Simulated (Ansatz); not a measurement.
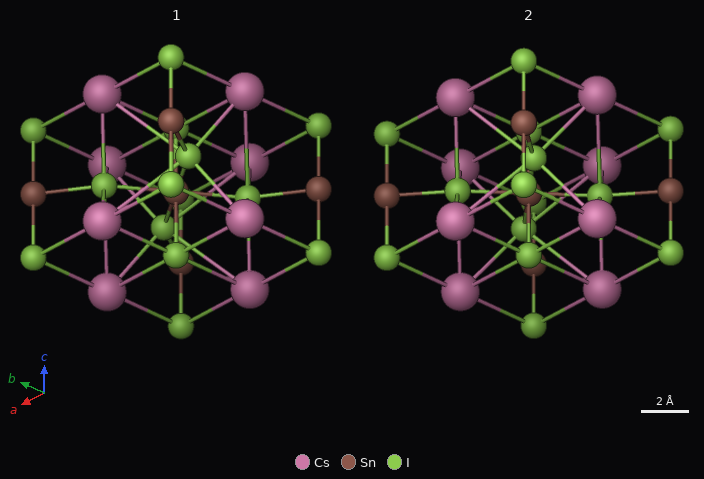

Two geometries of a crystal of CsSnI₃ (built on the database_127 type), drawn at one scale. One is the start of a relaxation, the other its converged end. Style: ball-and-stick. Shown: the cell of the calculation, from a free direction.

Theory: Ansatz, DFT PBE, scalar-relativistic, plane waves, PAW. Set-up: plane-wave cutoff 420 eV; k-point mesh 4 × 4 × 6; occupations gaussian; smearing width 0.02 eV; no spin polarisation; cell and atoms relaxed; force threshold 0.01 eV/Å; at most 80 steps.

**Which one is relaxed?**

Structure 1 is the relaxed one. Case: structure reported for this formula (P4/mbm, No. 127). The largest moves relative to the cell, 0.32 Å, are those of I atoms. Cs and Sn stay in place. The drawn cell changes as follows: a = b 8.718 → 8.767 Å (+0.6 %), c 6.191 → 6.360 Å (+2.7 %); the volume changes by +3.9 %. Near-neighbour distances that change, for instance: Cs–I 4.603 → 4.911 Å, Cs–I 4.146 → 4.019 Å, I–Sn 3.095 → 3.180 Å, Cs–I 4.359 → 4.383 Å. Bond angles that change, for instance: Sn–I–Sn 168.0° → 156.6°, Cs–I–Cs 96.6° → 104.6°, Cs–I–Sn 94.0° → 97.1°. The space group stays P4/mbm (No. 127). After 6 accepted moves (7 points after the start) the energy has fallen by 96.5 meV per cell of the calculation. Largest force component: 0.037 eV/Å at the start, 0.00077 eV/Å at the end. The pressure goes from 0.86 to 0.00 GPa. At 1 point the geometry stayed and the basis and grid were re-selected for the new cell (energy shift of 1.3 meV per cell of the calculation at most each time).
